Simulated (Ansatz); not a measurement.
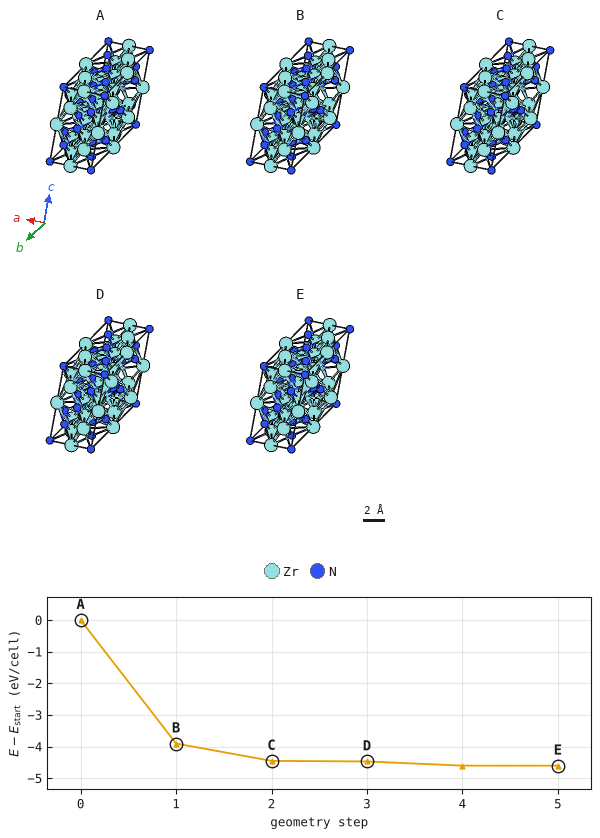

Frames of a relaxation of a defect cell of composition Zr16N15 (started half-way along a vacancy jump, in the symmetry of that start), marked on the history of the run. Style: ball-and-stick. Shown: the cell of the calculation (origin shifted), from a free direction.

These are results of DFT PBE, scalar-relativistic, plane waves, PAW in Ansatz, not measurements.

Input
```yaml
crystal:
  lattice:
    - [4.5946517602, -4.5946517602, -4.5946517602]
    - [-4.5946517602, -4.5946517602, 4.5946517602]
    - [-4.5946517602, 4.5946517602, -4.5946517602]
  atoms:
    - { symbol: Zr, position: [0.25, 0.75, 0.0] }
    - { symbol: Zr, position: [0.25, 1.0, 0.75] }
    - { symbol: Zr, position: [0.25, 0.25, 0.5] }
    - { symbol: Zr, position: [0.0, 0.75, 0.25] }
    - { symbol: Zr, position: [0.25, 0.5, 0.25] }
    - { symbol: Zr, position: [1.0, 1.0, 1.0] }
    - { symbol: Zr, position: [0.0, 0.25, 0.75] }
    - { symbol: Zr, position: [0.75, 0.75, 0.5] }
    - { symbol: Zr, position: [0.0, 0.5, 0.5] }
    - { symbol: Zr, position: [0.75, 1.0, 0.25] }
    - { symbol: Zr, position: [0.75, 0.25, 0.0] }
    - { symbol: Zr, position: [0.5, 0.75, 0.75] }
    - { symbol: Zr, position: [0.75, 0.5, 0.75] }
    - { symbol: Zr, position: [0.5, 1.0, 0.5] }
    - { symbol: Zr, position: [0.5, 0.25, 0.25] }
    - { symbol: Zr, position: [0.5, 0.5, 0.0] }
    - { symbol: "N", position: [0.25, 0.625, 0.625] }
    - { symbol: "N", position: [0.25, 0.0, 0.25] }
    - { symbol: "N", position: [0.0, 0.5, 0.0] }
    - { symbol: "N", position: [0.25, 0.25, 0.0] }
    - { symbol: "N", position: [0.0, 0.75, 0.75] }
    - { symbol: "N", position: [0.0, 0.0, 0.5] }
    - { symbol: "N", position: [0.75, 0.5, 0.25] }
    - { symbol: "N", position: [0.0, 0.25, 0.25] }
    - { symbol: "N", position: [0.75, 0.75, 0.0] }
    - { symbol: "N", position: [0.75, 0.0, 0.75] }
    - { symbol: "N", position: [0.5, 0.5, 0.5] }
    - { symbol: "N", position: [0.75, 0.25, 0.5] }
    - { symbol: "N", position: [0.5, 0.75, 0.25] }
    - { symbol: "N", position: [0.5, 0.0, 0.0] }
    - { symbol: "N", position: [0.5, 0.25, 0.75] }
basis:
  ecutwfc: 420
kpoints:
  mp_grid: { grid: [4, 4, 4] }
hamiltonian:
  xc: pbe
scf:
  occupations: { method: gaussian, width: 0.1 }
output:
  forces: true
  stress: true
  eigenvalues: true
  write_density: true
  write_potential: true
  elf: true
  volumetric_format: npy
relax:
  adjacent_minimum: "off"
  f_tol: 0.02
  max_steps: 60
  escape_saddle: false
```

Command:
```bash
ansatz run input.yaml --threads 4 --pin off --max-ram 2560MiB --backend cpu --events-out ev --progress --plain --runs-dir out
```

What happens along the run?

Answer. After 5 geometry steps the energy has fallen by 4.605 eV per cell of the calculation. The largest force component goes from 12 to 0.0086 eV/Å. The largest moves, 0.32 Å, are those of Zr9 and Zr12. Zr12 goes along [2 1 1]. By element the largest moves are Zr 0.32 Å, N 0.10 Å. The cell stays as it was. Among the contacts that change: Zr9–Zr12 3.249 → 3.881 Å, Zr12–N17 1.624 → 1.940 Å, Zr6–Zr12 3.249 → 3.013 Å, Zr6–Zr15 3.249 → 3.089 Å. Among the angles between lasting bonds that change: Zr9–N28–Zr15 90.0° → 83.9°, Zr8–N27–Zr12 90.0° → 84.8°, Zr9–N28–Zr14 180.0° → 174.9°. Cost: 2.6 min on 4 threads of Intel(R) Xeon(R) Processor @ 2.30GHz, with other jobs on the host, peak memory 2 GiB. From step 0 to 1: Zr atoms move most (0.20 Å), energy −3.905 eV per cell of the calculation. From step 1 to 2: Zr atoms move most (0.09 Å), energy −0.549 eV per cell of the calculation. From step 2 to 3: Zr atoms move most (0.14 Å), energy −17.7 meV per cell of the calculation. From step 3 to 5: N atoms move most (0.05 Å), energy −0.133 eV per cell of the calculation.

Limits of the set-up: the cell has an odd number of electrons but was run without spin polarisation; the periodic images lie only 8.0 Å apart, so the values are limited by the cell's size.
